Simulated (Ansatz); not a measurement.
A periodic structure is given below.

```cif
data_structure
_symmetry_space_group_name_H-M 'P m'
_symmetry_Int_Tables_number 6
_cell_length_a 6.5666
_cell_length_b 8.8916
_cell_length_c 6.5666
_cell_angle_alpha 90.000
_cell_angle_beta 90.000
_cell_angle_gamma 90.000
_cell_volume 383.41
loop_
_atom_site_label
_atom_site_type_symbol
_atom_site_symmetry_multiplicity
_atom_site_Wyckoff_symbol
_atom_site_fract_x
_atom_site_fract_y
_atom_site_fract_z
_atom_site_occupancy
Ti1 Ti 2 c 0.23484 0.67654 0.19041 1
Ti2 Ti 1 a 0.22232 0.00000 0.20374 1
Ti3 Ti 2 c 0.72924 0.66843 0.69635 1
Ti4 Ti 1 a 0.70920 0.00000 0.66933 1
Ti5 Ti 2 c 0.73274 0.83388 0.17595 1
Ti6 Ti 1 b 0.70086 0.50000 0.21099 1
Ti7 Ti 2 c 0.21683 0.83323 0.69697 1
Ti8 Ti 1 b 0.24020 0.50000 0.67521 1
O1 O 2 c 0.41785 0.83478 0.18498 1
O2 O 1 b 0.41160 0.50000 0.18819 1
O3 O 2 c 0.91787 0.83302 0.68707 1
O4 O 1 b 0.91913 0.50000 0.70091 1
O5 O 1 a 0.22091 0.00000 0.48822 1
O6 O 2 c 0.21732 0.33547 0.48289 1
O7 O 1 a 0.72310 0.00000 0.99075 1
O8 O 2 c 0.71584 0.33284 0.99211 1
O9 O 1 a 0.22261 0.00000 0.87768 1
O10 O 2 c 0.22749 0.33402 0.87721 1
O11 O 1 a 0.72435 0.00000 0.37787 1
O12 O 2 c 0.72682 0.33387 0.38152 1
O13 O 2 c 0.02963 0.83324 0.18118 1
O14 O 1 b 0.01744 0.50000 0.14966 1
O15 O 2 c 0.52700 0.83335 0.68230 1
O16 O 1 b 0.52858 0.50000 0.67924 1
H1 H 1 b 0.00000 0.50000 0.00000 1
```

Say what kind of structure these coordinates give.

Chemical formula Ti12HO24. The cell comprises 1 formula unit: 12 Ti, 1 H, 24 O.

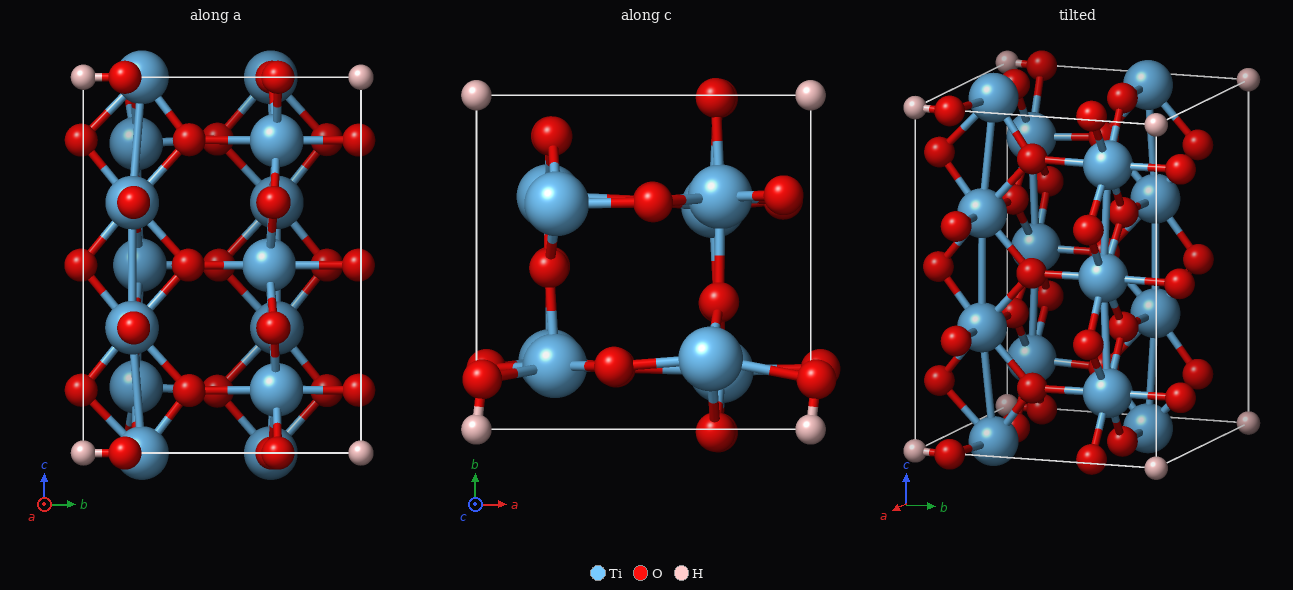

Structure drawing (ball-and-stick), viewed along the a axis, along the c axis and slightly off an axis. Atoms at the boundary of the simulation cell (the box) are drawn once for each face, edge or corner they touch.

It goes back to a structure listed in the Materials Project, repeated into a supercell with a point defect put in. The cell was then strained or its atoms displaced on purpose. The atoms were relaxed in a fixed cell with DFT PBE, scalar-relativistic, plane waves, PAW in Ansatz.
